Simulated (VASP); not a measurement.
# A VASP study of MgO (Periclase) (optB86b-vdW): structure first, properties next

What structure and properties does optB86b-vdW give MgO (Periclase), and how near are they to the measured ones? The steps: relaxing cell and atoms (optB86b-vdW), density, ELF and potential (optB86b-vdW), bands along the symmetry lines (optB86b-vdW), total and projected DOS (optB86b-vdW), zone-centre phonons (optB86b-vdW) and response to an electric field (optB86b-vdW). The start is a cell from a database of measured crystal structures.

Method: optB86b-vdW; plane waves and PAW (Mg, O), in VASP 6.6.1.

The experiments to compare with:

For MgO, rocksalt (phase in multiphase steam-pyrolysed phosphate tailings), “Study on Pyrolysis Characteristics of Phosphate Tailings under H2O Atmosphere” (2024, pmc:11084758) gives, by powder XRD, Rietveld refinement: lattice constant a 4.21322 ± 5e-05 Å [refined as one phase in multiphase pyrolysed phosphate tailings, not a pure sample].

For MgO, rocksalt (bulk crystal), “Electronic structure of alkaline earth and post-transition metal oxides” (2009, arxiv:0908.1581) quotes earlier work: band gap (literature experimental gap) 7.83 eV [Literature value based on experiment; other listed experimental values range from 7.7 to …].

“Infrared Optical Properties of Ferropericlase (Mg1-xFexO): Experiment and Theory” (2007, arxiv:0704.2267) reports for MgO, rocksalt, by infrared reflectance, oscillator fit (wedged single crystal slab, 295 K): infrared mode (TO phonon at Gamma (T1u)) 396.5 cm⁻¹.

The database entry behind the starting cell differs from later determinations by our own check (about 0.1 % long), so it need not match the best structure at ambient conditions.

### Step 1. Set-up

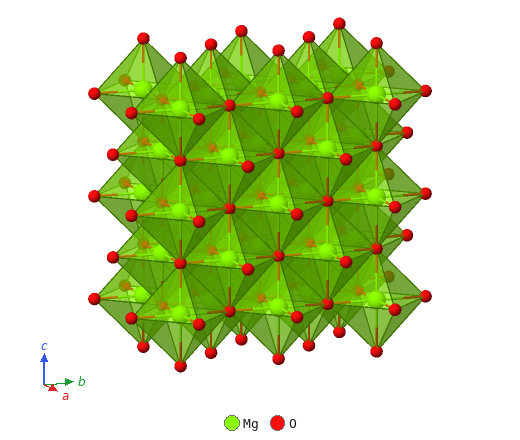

Start, viewed slightly off an axis; magnesium green, oxygen red. 1×2×2 cells are drawn. This picture shows the conventional cell, with its axes. Some periodic images of atoms are drawn too.

Coordinates:

```cif
data_structure
_symmetry_space_group_name_H-M 'Fm-3m'
_symmetry_Int_Tables_number 225
_cell_length_a 4.2170
_cell_length_b 4.2170
_cell_length_c 4.2170
_cell_angle_alpha 90.000
_cell_angle_beta 90.000
_cell_angle_gamma 90.000
_cell_volume 74.99
loop_
_atom_site_label
_atom_site_type_symbol
_atom_site_symmetry_multiplicity
_atom_site_Wyckoff_symbol
_atom_site_fract_x
_atom_site_fract_y
_atom_site_fract_z
_atom_site_occupancy
Mg1 Mg 4 a 0.00000 0.00000 0.00000 1
O1 O 4 b 0.50000 0.00000 0.00000 1
```

### Step 2. Relaxing cell and atoms (optB86b-vdW)

The start need not lie at this functional's minimum. ISIF = 3 frees volume, shape and positions, and EDIFFG sets the threshold on forces and stress at which the search stops. optB86b-vdW pairs nonlocal correlation with a less repulsive exchange of B86b form. LUSE_VDW switches on a nonlocal correlation term for dispersion.

Input file INCAR:

```
SYSTEM = MgO
PREC = Accurate
ENCUT = 520
EDIFF = 1E-06
NELM = 100
ISMEAR = 0
SIGMA = 0.05
LREAL = .FALSE.
ALGO = Normal
GGA = MK
AGGAC = 0
LUSE_VDW = .TRUE.
PARAM1 = 0.1234
PARAM2 = 1
LASPH = .TRUE.
NBANDS = 10
LORBIT = 11
LWAVE = .FALSE.
LCHARG = .FALSE.
KPAR = 2
IBRION = 2
NSW = 60
ISIF = 3
EDIFFG = -0.01
```

Input file POSCAR:

```
MgO
1.0
    0.0000000000      2.1085000000      2.1085000000
    2.1085000000      0.0000000000      2.1085000000
    2.1085000000      2.1085000000      0.0000000000
Mg O
1 1
Direct
    0.0000000000      0.0000000000      0.0000000000
    0.5000000000      0.5000000000      0.5000000000
```

Input file KPOINTS:

```
Automatic mesh
0
Gamma
9 9 9
0 0 0
```

The projector-augmented-wave data sets are Mg and O (PBE family, release 64).

Started as:

```sh
$ mpirun -np 2 vasp_std
```

What it wrote:

```text
[banner, memory and clock lines left out]
running    2 mpi-ranks, on    1 nodes
 distrk:  each k-point on    1 cores,    2 groups
 distr:  one band on    1 cores,    1 groups

 POSCAR found type information on POSCAR MgO
 POSCAR found :  2 types and       2 ions
|                                                                             |
|               ----> ADVICE to this user running VASP <----                  |
|                                                                             |
|     You have switched on vdW-DFT.                                           |
|     This routine was written and supplied by Jiri Klimes. We recommend      |
|     that you carefully read and cite the following publications:            |
|       J. Klimes, D.R. Bowler, A. Michelides                                 |
|          J. Phys.: Cond Matt. 22 022201 (2010)                              |
|       J. Klimes, D.R. Bowler, A. Michelides                                 |
|          Phys. Rev. B. 83, 195131 (2011)                                    |
|     and references therein.                                                 |
|                                                                             |

|                                                                             |
|               ----> ADVICE to this user running VASP <----                  |
|                                                                             |
|     You enforced a specific xc type in the INCAR file but a different       |
|     [... a line on the potential file left out ...]
|     I HOPE YOU KNOW WHAT YOU ARE DOING!                                     |
|                                                                             |

 LDA part: xc-table for (Slater+PW92), standard interpolation
 POSCAR, INCAR and KPOINTS ok, starting setup
 FFT: planning ... GRIDC
 FFT: planning ... GRID_SOFT
 FFT: planning ... GRID
 WAVECAR not read
 entering main loop
       N       E                     dE             d eps       ncg     rms          rms(c)
DAV:   1     0.193168713571E+02    0.19317E+02   -0.46962E+03   788   0.712E+02
DAV:   2    -0.100845977054E+02   -0.29401E+02   -0.28749E+02   756   0.142E+02
DAV:   3    -0.107550023058E+02   -0.67040E+00   -0.67003E+00   842   0.201E+01
DAV:   4    -0.107564142516E+02   -0.14119E-02   -0.14119E-02   760   0.105E+00
DAV:   5    -0.107564186622E+02   -0.44106E-05   -0.44106E-05   804   0.593E-02    0.721E+00
DAV:   6    -0.921944612623E+01    0.15370E+01   -0.91191E+00   708   0.179E+01    0.226E+00
DAV:   7    -0.920602553195E+01    0.13421E-01   -0.50027E-02   728   0.218E+00    0.133E+00
DAV:   8    -0.920061767385E+01    0.54079E-02   -0.29000E-02   712   0.206E+00    0.211E-01
DAV:   9    -0.920038016672E+01    0.23751E-03   -0.29392E-04   794   0.135E-01    0.136E-01
DAV:  10    -0.920036764185E+01    0.12525E-04   -0.46880E-04   744   0.179E-01    0.603E-03
DAV:  11    -0.920036730036E+01    0.34150E-06   -0.30897E-06   776   0.146E-02
   1 F= -.92003673E+01 E0= -.92003673E+01  d E =-.920037E+01
 curvature:   0.00 expect dE= 0.000E+00 dE for cont linesearch  0.000E+00
 trial: gam= 0.00000 g(F)=  0.759E-62 g(S)=  0.179E-03 ort = 0.000E+00 (trialstep = 0.100E+01)
 search vector abs. value=  0.179E-03
 bond charge predicted
       N       E                     dE             d eps       ncg     rms          rms(c)
DAV:   1    -0.920115056045E+01   -0.78292E-03   -0.14148E-02   722   0.102E+00    0.200E-01
DAV:   2    -0.920045326026E+01    0.69730E-03   -0.45293E-03   724   0.419E-01    0.199E-02
DAV:   3    -0.920044550144E+01    0.77588E-05   -0.48684E-05   718   0.687E-02    0.115E-02
DAV:   4    -0.920044264742E+01    0.28540E-05   -0.38778E-06   704   0.174E-02    0.353E-03
DAV:   5    -0.920044261311E+01    0.34315E-07   -0.65733E-07   366   0.535E-03
   2 F= -.92004426E+01 E0= -.92004426E+01  d E =-.753127E-04
 trial-energy change:   -0.000075  1 .order   -0.000066   -0.000179    0.000046
 step:   0.8280(harm=  0.7942)  dis= 0.00000  next Energy=    -9.200447 (dE=-0.793E-04)
 reached required accuracy - stopping structural energy minimisation
```

Run time: 25 s. Hardware: 2 MPI ranks of AMD EPYC 7R43, shared host; peak memory 0.45 GiB.

The logs omit lines about the potential files and the build; timing stands in the text.

From OUTCAR (step 2):

```text
ion  position               nearest neighbor table
   1  0.000  0.000  0.000-   2 2.11   2 2.11   2 2.11   2 2.11   2 2.11   2 2.11
   2  0.500  0.500  0.500-   1 2.11   1 2.11   1 2.11   1 2.11   1 2.11   1 2.11

  LATTYP: Found a face centered cubic cell.
 ALAT       =     4.2170000000

 Subroutine GETGRP returns: Found 48 space group operations
 (whereof 48 operations were pure point group operations)

The static configuration has the point symmetry O_h .

 Found     35 irreducible k-points:

   k-points           NKPTS =     35   k-points in BZ     NKDIM =     35   number of bands    NBANDS=     10

   dimension x,y,z NGX =    24 NGY =   24 NGZ =   24
   dimension x,y,z NGXF=    48 NGYF=   48 NGZF=   48

   ENCUT  =  520.0 eV  38.22 Ry    6.18 a.u.   5.54  5.54  5.54*2*pi/ulx,y,z

   NELECT =       8.0000    total number of electrons

 k-points in reciprocal lattice and weights: Automatic mesh
   0.00000000  0.00000000  0.00000000       0.001
   0.11111111  0.00000000  0.00000000       0.011
   0.22222222  0.00000000  0.00000000       0.011
   0.33333333  0.00000000  0.00000000       0.011
   0.44444444  0.00000000  0.00000000       0.011
   0.11111111  0.11111111  0.00000000       0.008
   0.22222222  0.11111111  0.00000000       0.033
   0.33333333  0.11111111  0.00000000       0.033
   0.44444444  0.11111111  0.00000000       0.033
[...]
-0.33333333  0.44444444  0.11111111       0.033
  -0.33333333  0.44444444  0.22222222       0.033

 average (electrostatic) potential at core
       1 -35.1094       2 -69.7125

 E-fermi :   3.2398

 k-point     1 :       0.0000    0.0000    0.0000
  band No.  band energies     occupation
      1     -14.1127      2.00000
      2       3.0311      2.00000
      3       3.0311      2.00000
      4       3.0311      2.00000
      5       7.8151      0.00000
      6      18.8154      0.00000
      7      18.8154      0.00000
      8      18.8154      0.00000
      9      22.8176      0.00000
    ...

 k-point     2 :       0.1111    0.0000    0.0000
  band No.  band energies     occupation
      1     -13.9836      2.00000
      2       2.2624      2.00000
      3       2.9495      2.00000
      4       2.9495      2.00000
      5       8.5549      0.00000
      6      17.4003      0.00000
      7      19.1038      0.00000
      8      19.1038      0.00000
      9      23.6313      0.00000
    ...

 k-point     3 :       0.2222    0.0000    0.0000
  band No.  band energies     occupation
      1     -13.6372      2.00000
      2       0.7807      2.00000
      3       2.7507      2.00000
      4       2.7507      2.00000
      5       9.8667      0.00000
      6      15.8553      0.00000
      7      19.6032      0.00000
      8      19.6032      0.00000
      9      23.0421      0.00000
    ...

Total vdW correction in eV:      2.0427841

  Total       -0.0128956     -0.0128956     -0.0128956     -0.0000000     -0.0000000      0.0000000
  in kB       -1.0980946     -1.0980946     -1.0980946     -0.0000000     -0.0000000      0.0000000
  external PRESSURE =      -1.0980946 kB  Pullay stress =       0.0000000 kB

  energy-cutoff  :      520.00
  volume of cell :       18.82
      direct lattice vectors                 reciprocal lattice vectors
     0.000000000  2.111031303  2.111031303    -0.236851059  0.236851059  0.236851059
     2.111031303  0.000000000  2.111031303     0.236851059 -0.236851059  0.236851059
     2.111031303  2.111031303 -0.000000000     0.236851059  0.236851059 -0.236851059

 POSITION                                       TOTAL-FORCE (eV/Angst)
 -----------------------------------------------------------------------------------
      2.11103      2.11103      4.22206         0.000000      0.000000      0.000000
      2.11103      2.11103      2.11103        -0.000000     -0.000000     -0.000000
 -----------------------------------------------------------------------------------
    total drift:                                0.000000     -0.000000      0.000000

  FREE ENERGIE OF THE ION-ELECTRON SYSTEM (eV)
  ---------------------------------------------------
  free  energy   TOTEN  =        -9.2004426131 eV

  energy  without entropy=       -9.2004426131  energy(sigma->0) =       -9.20044261

Total vdW correction in eV:      2.0427889

 reached required accuracy - stopping structural energy minimisation

 total charge
# of ion       s       p       d       tot
------------------------------------------
    1        0.146   0.176   0.078   0.400
    2        1.536   3.556   0.000   5.092
--------------------------------------------------
tot          1.682   3.732   0.078   5.492

[... 3 further parts left out ...]
```

CONTCAR:

```
MgO
   1.00000000000000
     0.0000000000000000    2.1110313027356442    2.1110313027356442
     2.1110313027356442    0.0000000000000000    2.1110313027356442
     2.1110313027356442    2.1110313027356442   -0.0000000000000000
  Mg              O
     1     1
Direct
     1.0000000000000000    1.0000000000000000    0.0000000000000000
     0.5000000000000000    0.5000000000000000    0.5000000000000000
```

The gap is read on the k-mesh alone, so it is an upper bound where the band edges lie off the mesh. The PAW data sets were made with PBE, which is usual practice but a small mismatch for other functionals. The run keeps the 48 symmetry operations of its start, so it cannot find a distortion of lower symmetry.

Relaxation path:

| step | energy less that of the first step (eV) | largest force (eV/Å) | pressure (GPa) | volume (Å³) |
| --- | --- | --- | --- | --- |
| 1 | 0.0000 | 0.0000 | 0.43 | 18.75 |
| 2 | -0.0001 | 0.0000 | -0.11 | 18.82 |

| conventional cell, symmetrised | before | after | change |
| --- | --- | --- | --- |
| a (Å) | 4.217 | 4.222 | +0.1 % |
| b (Å) | 4.217 | 4.222 | +0.1 % |
| c (Å) | 4.217 | 4.222 | +0.1 % |
| volume (Å³/atom) | 9.37 | 9.41 | +0.4 % |

The relaxed structure:

```
Mg O
1.0
     0.00000    2.11103    2.11103
     2.11103    0.00000    2.11103
     2.11103    2.11103    0.00000
Mg O
1 1
Direct
  0.00000 0.00000 0.00000
  0.50000 0.50000 0.50000
```

Numbers from this step:

| Property | Result |
| --- | --- |
| electrons | 8 |
| bands | 10 |
| irreducible k-points | 35 |
| symmetry operations | 48 |
| free energy (TOTEN) | -9.200 eV |
| Fermi energy | 3.240 eV |
| pressure | -0.1098 GPa |
| metallic | no |
| valence top at k | 0, 0, 0 |
| conduction bottom at k | 0, 0, 0 |
| least direct gap at k | 0, 0, 0 |
| SCF cycles over all ionic steps | 16 |
| gap on the k-mesh | 4.784 eV |
| least direct gap on the k-mesh | 4.784 eV |

It ends with forces that vanish by symmetry and a pressure of -0.11 GPa. The volume lies +0.4 % from that of the database's start.

### Step 3. Density, ELF and potential (optB86b-vdW)

A single point on the relaxed cell gives a clean self-consistent state, with density, ELF and potential written out.

Edit INCAR of step 2 so:

```diff
@@ -18,7 +18,5 @@
 LWAVE = .FALSE.
-LCHARG = .FALSE.
-KPAR = 2
-IBRION = 2
-NSW = 60
-ISIF = 3
-EDIFFG = -0.01
+LCHARG = .TRUE.
+ISIF = 2
+LELF = .TRUE.
+LVHAR = .TRUE.
```

Input file POSCAR:

```
MgO
1.0
    0.0000000000      2.1110313027      2.1110313027
    2.1110313027      0.0000000000      2.1110313027
    2.1110313027      2.1110313027      0.0000000000
Mg O
1 1
Direct
    0.0000000000      0.0000000000      0.0000000000
    0.5000000000      0.5000000000      0.5000000000
```

KPOINTS is that of step 2.

Started as:

```sh
$ mpirun -np 2 vasp_std
```

What it wrote:

```text
[banner, memory and clock lines left out]
running    2 mpi-ranks, on    1 nodes
 distrk:  each k-point on    2 cores,    1 groups
 distr:  one band on    1 cores,    2 groups

 POSCAR found type information on POSCAR MgO
 POSCAR found :  2 types and       2 ions
 [... a notice as in an earlier step ...]

 [... a notice as in an earlier step ...]

 LDA part: xc-table for (Slater+PW92), standard interpolation
 POSCAR, INCAR and KPOINTS ok, starting setup
 FFT: planning ... GRIDC
 FFT: planning ... GRID_SOFT
 FFT: planning ... GRID
 WAVECAR not read
 entering main loop
       N       E                     dE             d eps       ncg     rms          rms(c)
DAV:   1     0.144458065076E+02    0.14446E+02   -0.47681E+03   812   0.715E+02
DAV:   2    -0.103095677291E+02   -0.24755E+02   -0.24346E+02   810   0.134E+02
DAV:   3    -0.107548619881E+02   -0.44529E+00   -0.44506E+00   818   0.165E+01
DAV:   4    -0.107557626153E+02   -0.90063E-03   -0.90062E-03   786   0.851E-01
DAV:   5    -0.107557656279E+02   -0.30126E-05   -0.30126E-05   762   0.478E-02    0.720E+00
DAV:   6    -0.921977472171E+01    0.15360E+01   -0.91408E+00   708   0.179E+01    0.226E+00
DAV:   7    -0.920617382683E+01    0.13601E-01   -0.50585E-02   738   0.219E+00    0.133E+00
DAV:   8    -0.920076011358E+01    0.54137E-02   -0.29394E-02   714   0.207E+00    0.215E-01
DAV:   9    -0.920050856557E+01    0.25155E-03   -0.31442E-04   782   0.139E-01    0.138E-01
DAV:  10    -0.920049226670E+01    0.16299E-04   -0.48844E-04   750   0.182E-01    0.613E-03
DAV:  11    -0.920049195805E+01    0.30865E-06   -0.31038E-06   780   0.147E-02
   1 F= -.92004920E+01 E0= -.92004920E+01  d E =-.322324E-11
```

It took 10 s on 2 MPI ranks; peak memory 0.37 GiB; 20 s of CPU time.

From OUTCAR (step 3):

```text
  LATTYP: Found a face centered cubic cell.
 ALAT       =     4.2220626054

The static configuration has the point symmetry O_h .

 Found     35 irreducible k-points:

   ENCUT  =  520.0 eV  38.22 Ry    6.18 a.u.   5.55  5.55  5.55*2*pi/ulx,y,z

   NELECT =       8.0000    total number of electrons

 E-fermi :   3.2399

 k-point     1 :       0.0000    0.0000    0.0000
  band No.  band energies     occupation
      1     -14.1126      2.00000
      2       3.0313      2.00000
      3       3.0313      2.00000
      4       3.0313      2.00000
      5       7.8148      0.00000
      6      18.8153      0.00000
      7      18.8153      0.00000
      8      18.8153      0.00000
      9      22.8161      0.00000
    ...

 k-point     2 :       0.1111    0.0000    0.0000
  band No.  band energies     occupation
      1     -13.9837      2.00000
      2       2.2625      2.00000
      3       2.9497      2.00000
      4       2.9497      2.00000
      5       8.5546      0.00000
      6      17.3998      0.00000
      7      19.1036      0.00000
      8      19.1036      0.00000
      9      23.6313      0.00000
    ...

Total vdW correction in eV:      2.0427345

  Total       -0.0183290     -0.0183290     -0.0183290      0.0000000      0.0000000     -0.0000000
  in kB       -1.5607595     -1.5607595     -1.5607595      0.0000000      0.0000000     -0.0000000
  external PRESSURE =      -1.5607595 kB  Pullay stress =       0.0000000 kB

  energy-cutoff  :      520.00
  volume of cell :       18.82
      direct lattice vectors                 reciprocal lattice vectors
     0.000000000  2.111031303  2.111031303    -0.236851059  0.236851059  0.236851059
     2.111031303  0.000000000  2.111031303     0.236851059 -0.236851059  0.236851059
     2.111031303  2.111031303  0.000000000     0.236851059  0.236851059 -0.236851059

 POSITION                                       TOTAL-FORCE (eV/Angst)
 -----------------------------------------------------------------------------------
      0.00000      0.00000      0.00000        -0.000000     -0.000000     -0.000000
      2.11103      2.11103      2.11103         0.000000      0.000000      0.000000
 -----------------------------------------------------------------------------------
    total drift:                               -0.000000     -0.000000      0.000000

  FREE ENERGIE OF THE ION-ELECTRON SYSTEM (eV)
  ---------------------------------------------------
  free  energy   TOTEN  =        -9.2004919580 eV

  energy  without entropy=       -9.2004919580  energy(sigma->0) =       -9.20049196

Total vdW correction in eV:      2.0427896

[... 6 parts as in an earlier step ...]

[... 5 further parts left out ...]
```

This step gave:

| Item | Value |
| --- | --- |
| SCF cycles | 11 |
| pressure | -0.1561 GPa |

Valence electrons inside each PAW sphere by angular momentum. Sphere charges, by row:

| atom | s (e) | p (e) | d (e) | tot (e) |
| --- | --- | --- | --- | --- |
| Mg1 | 0.146 | 0.176 | 0.078 | 0.4 |
| O2 | 1.536 | 3.556 | 0 | 5.092 |

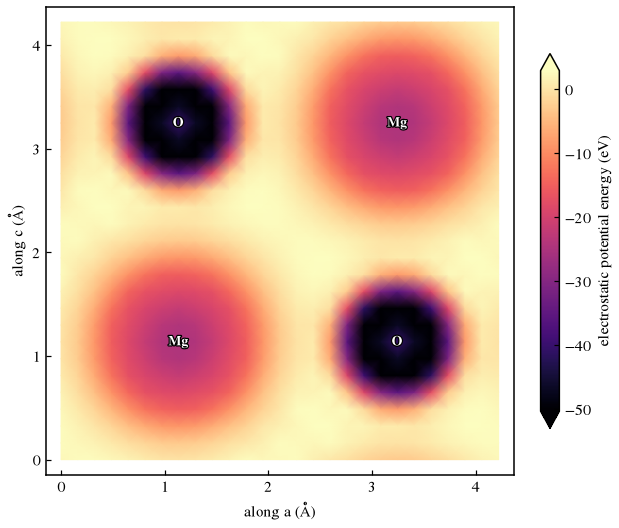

Electrostatic potential energy in the ac plane of the conventional cell at fractional y = 0.000, with atoms of Mg and O within 0.2 Å of it. With pseudopotentials it is smooth inside the atoms' cores, unlike the true potential. The map starts off the cell's origin, so that atoms lie inside it.

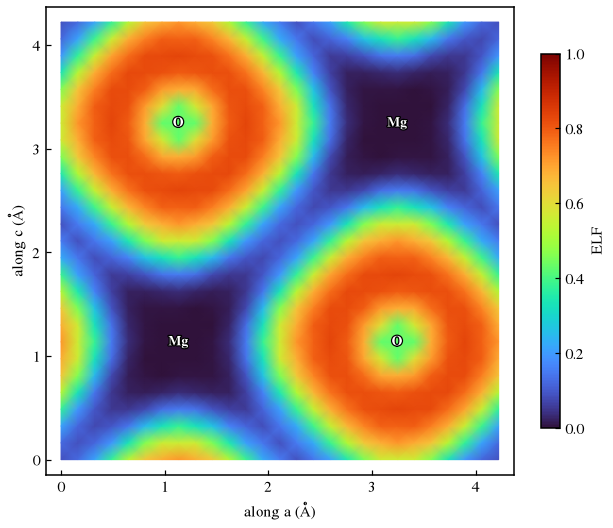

ELF in the ac plane of the conventional cell at fractional y = 0.000, with atoms of Mg and O within 0.2 Å of it. It is the smooth field of the valence electrons, not physical close to the nuclei. The map starts off the cell's origin, so that atoms lie inside it.

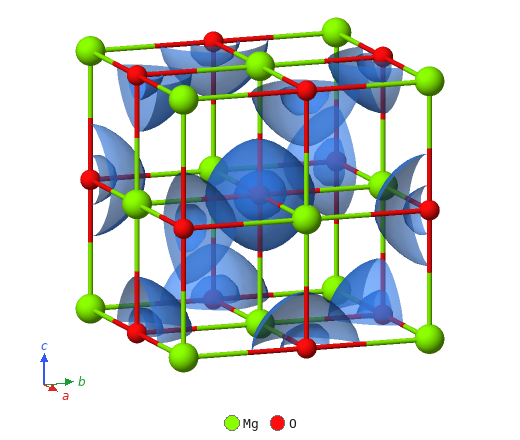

Surface of ELF = 0.75.

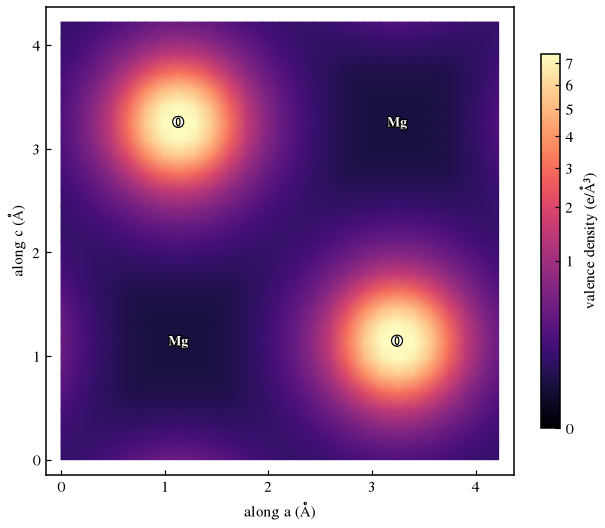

Valence density in the ac plane of the conventional cell at fractional y = 0.000, with atoms of Mg and O within 0.2 Å of it. It is the smooth field of the valence electrons, not physical close to the nuclei. The map starts off the cell's origin, so that atoms lie inside it. The colour scale is stretched toward low values.

In this run the pressure is -0.16 GPa, small enough to go on.

(Continued in part 2 of 4.)

[Lines on the potential files, build, host, timing and source positions are cut from VASP's logs without a mark.]

[Logs are printed without paths, hosts, clocks, repeated set-up lines and the standing remarks that a program may print on its own settings, such as how far it seeks lower states.]

[Hosts, paths, dates, database ids (printed as entryN), source tags and the programs' standing remarks are cut or masked in the printed files.]

[A measured line is paired with the nearest computed mode of its activity, which favours agreement.]
